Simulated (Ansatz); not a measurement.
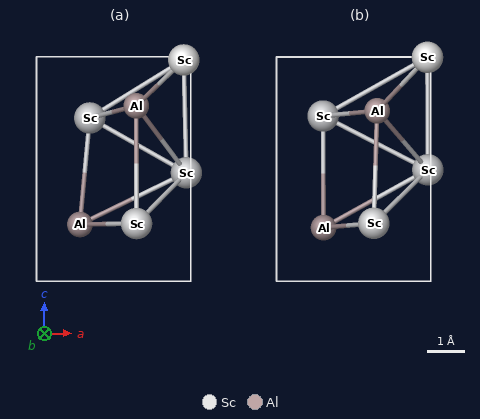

The structure of a crystal of Sc$_{2}$Al (set up in P1) before (left) and after (right) a relaxation, at one scale.

The picture is a ball-and-stick view of the cell of the calculation, seen along the b axis.

Case: input fault: a relaxation cut at too few steps.

Method: DFT r2SCAN, scalar-relativistic, plane waves, PAW in Ansatz 0.2.0. Set-up: plane-wave cutoff 500 eV; k-point mesh 6 × 6 × 4; occupations gaussian; smearing width 0.1 eV; no spin polarisation; cell and atoms relaxed; force threshold 0.005 eV/Å; at most 2 steps.

Question: Summarise the run.

Answer: The relaxation stopped without meeting its thresholds, so the last structure isn't shown to be converged. It used up its limit of 2 steps. The atom that moves furthest relative to the cell is a Sc atom (0.19 Å roughly along [−3 −2 1]). Largest moves by element: Sc 0.19 Å, Al 0.14 Å. Cell: a 4.893 → 4.884 Å (−0.2 %), b 4.893 → 4.873 Å (−0.4 %), c 6.161 → 6.159 Å (0.0 %), γ 120.0° → 119.8°. Volume −0.5 %. Some distances before and after: Sc–Sc 2.945 → 3.207 Å, Sc–Sc 3.032 → 3.289 Å, Sc–Sc 3.400 → 3.148 Å, Al–Sc 2.959 → 3.189 Å. The space group stays P1 (No. 1). Over 1 geometry step the energy falls by 0.410 eV per cell of the calculation. The largest force component goes from 1.1 to 0.39 eV/Å. The pressure goes from 0.98 to 0.27 GPa. The run took 4.3 min on 1 thread of Intel(R) Xeon(R) Processor @ 2.50GHz (Skylake/Cascade Lake), on a shared host, peak memory 0.75 GiB.
